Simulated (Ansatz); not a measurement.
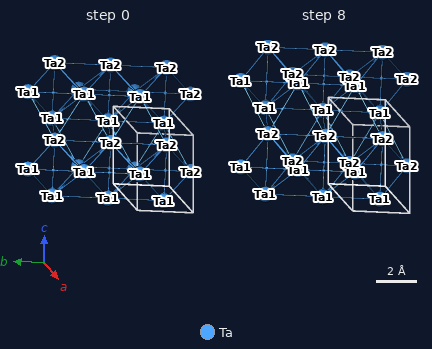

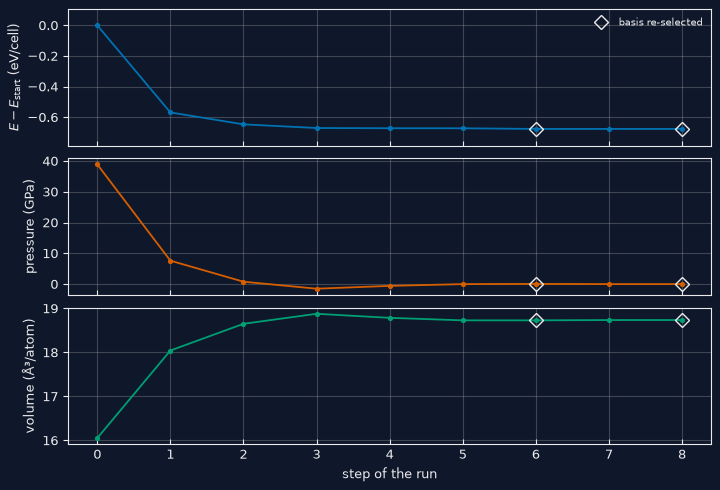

First and last geometry of a relaxation of a crystal of Ta (a generated structure, set up in P6_3/mmc), with the history of the run. A ball-and-stick model of the cell of the calculation, repeated 2 × 3 × 2 with one cell outlined, seen from a free direction.

Case: cell and atoms relaxed from a first guess.

Level of theory: DFT, PBE, PAW with Ansatz's default frozen-core files, scalar-relativistic (Ansatz). Settings: plane-wave cutoff 420 eV; k-point mesh 13 × 13 × 7; occupations fermi dirac; smearing width 0.03 eV; no spin polarisation; cell and atoms relaxed; force threshold 0.005 eV/Å; at most 80 steps.

> Did the run converge, and what did it change?

It converged. The atoms keep their places relative to the cell (all moves are under 0.005 Å). The drawn cell changes as follows: a = b 2.839 → 2.904 Å (+2.3 %), c 4.599 → 5.131 Å (+11.6 %); the volume changes by +16.7 %. Some distances before and after: Ta1–Ta2 2.824 → 3.065 Å, Ta1–Ta1 2.839 → 2.904 Å. The space group stays P6_3/mmc (No. 194). The energy falls by 0.676 eV per cell of the calculation in 6 accepted moves (8 points after the start). All forces vanish by symmetry, so only the cell relaxes. The pressure goes from 38.89 to 0.00 GPa. The SCF was repeated twice at an unchanged geometry on a basis and grid sized afresh for the cell, which shifted the energy by 4.2 meV per cell of the calculation at most. The run took roughly 11 core-seconds on a shared host.
